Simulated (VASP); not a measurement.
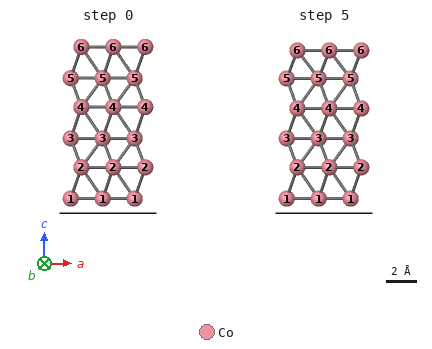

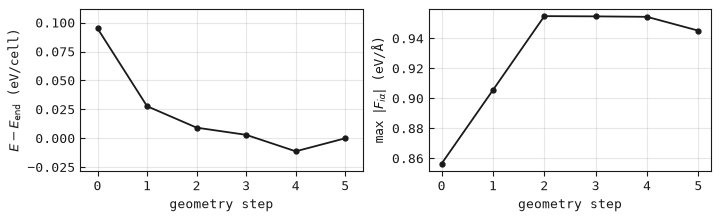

First and last geometry of a relaxation of a slab of composition Co, with the history of the run. A ball-and-stick model of the 3 × 2 repeat of the cell, outlined in the plane, without the vacuum, seen along the b axis.

The run lets the atoms move in a fixed cell. 3 atoms are held fixed.

These are results of VASP 6.6.1, Kohn-Sham DFT of a periodic cell, PBE with D3(BJ), VASP PAW PBE potentials, recommended, not measurements.

The input:
```
ALGO = Fast ; DIPOL = 0.5 0.5 0.500
EDIFF = 1E-6 ; EDIFFG = -0.01
ENCUT = 520 ; GGA = PE
IBRION = 2 ; IDIPOL = 3
ISIF = 2 ; ISMEAR = 0
ISPIN = 2 ; IVDW = 12
LASPH = True ; LCHARG = False
LDIPOL = True ; LMAXMIX = 4
LORBIT = 11 ; LREAL = False
LWAVE = False ; MAGMOM = 2 2 2 2 2 2
NELM = 150 ; NSW = 60
PREC = Accurate ; SIGMA = 0.05
```

Command:
```bash
cat potpaw_PBE.64/Co/POTCAR > POTCAR
mpirun -np 1 vasp_std > vasp.out
```

Read the history and describe the run.

The run was cut off at its time limit before the relaxation converged, so the last structure is only a point on the way. The energy falls by 95.1 meV per cell of the calculation in 5 geometry steps. The largest force component goes from 0.86 to 0.95 eV/Å. The atom that moves furthest is Co6 (0.24 Å along the normal (−c)). The cell doesn't change. Among the contacts that change: Co5–Co6 2.554 → 2.375 Å, Co3–Co4 2.554 → 2.479 Å, Co4–Co5 2.423 → 2.480 Å.

Limits of the set-up: only the magnetic order of this start and cell was tried (total moment 9.9 μB per cell).
